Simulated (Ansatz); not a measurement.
## Electronic structure of Al12H (slab) in real space

```xyz
13
Lattice="5.6789 0.0000 0.0000 0.0000 5.6789 0.0000 0.0000 0.0000 21.1413" Properties=species:S:1:pos:R:3 pbc="T T T"
Al    1.4197    1.4197    3.9999
Al    1.4197    4.2591    3.9999
Al    4.2591    1.4197    3.9999
Al    4.2591    4.2591    3.9999
Al    0.0000    0.0000    6.0693
Al    0.0000    2.8394    6.0693
Al    2.8394    0.0000    6.0693
Al    2.8394    2.8394    6.0693
Al    1.4197    1.4197    8.1413
Al    1.4197    4.2591    8.1413
Al    4.2591    1.4197    8.1413
Al    4.2591    4.2591    8.1413
H     1.8929    1.8929   10.2113
```

Not relaxed (largest force 1.9 eV/Å); computed without spin polarisation.

Method: DFT PBEsol, scalar-relativistic, plane waves, PAW in Ansatz 0.2.0.

The density is the valence pseudo-density of a PAW calculation; it isn't the true density close to the nuclei.

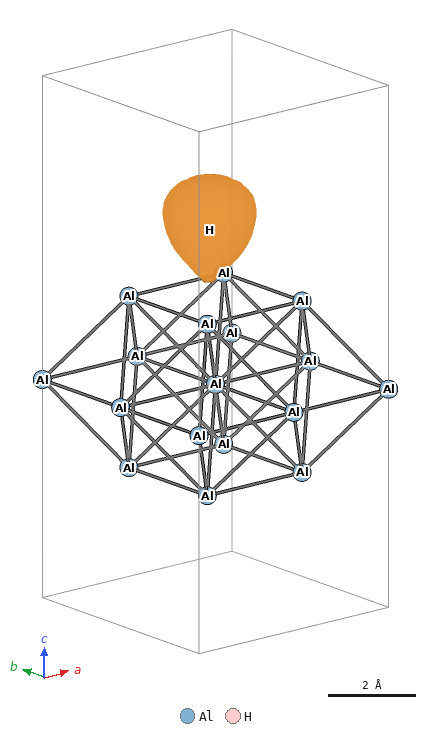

Figure 1. Isosurface of the electron localisation function at 0.9 (orange), seen at an oblique angle. Only the valence region is drawn (cores and ρ < 0.01 e/Å³ removed). Sticks mark near contacts.

Identify the bonds, lone pairs and shells in this picture.

The ELF exceeds this value in one region around a hydrogen nucleus, counted in one cell of 13 atoms. Counts are for one cell; the picture repeats the cell along the surface. Profiles from the grid: Al–H (2.18 Å): the ELF climbs to about 1 towards the hydrogen. Al–Al (2.84 Å): the ELF peaks at about 0.80 between the atoms.

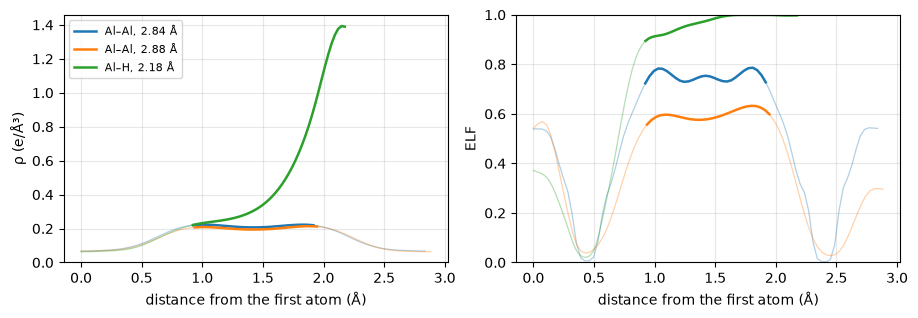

Figure 2. Valence charge density (pseudo) and electron localisation function along straight lines between neighbouring atoms. Thin, pale parts lie inside the atomic spheres.

What can be read from the curves?

Al–Al (2.84 Å): ρ is about 0.21 e/Å³ halfway; the ELF peaks at about 0.80 between the atoms.
Al–Al (2.88 Å): the density is about 0.19 e/Å³ at the midpoint; the ELF peaks at about 0.65 between the atoms.
Al–H (2.18 Å): ρ is about 0.24 e/Å³ halfway; the ELF climbs to about 1 towards the hydrogen.

Metal or insulator at this level of theory?

It is metallic or semimetallic at this level of theory: no gap opens.
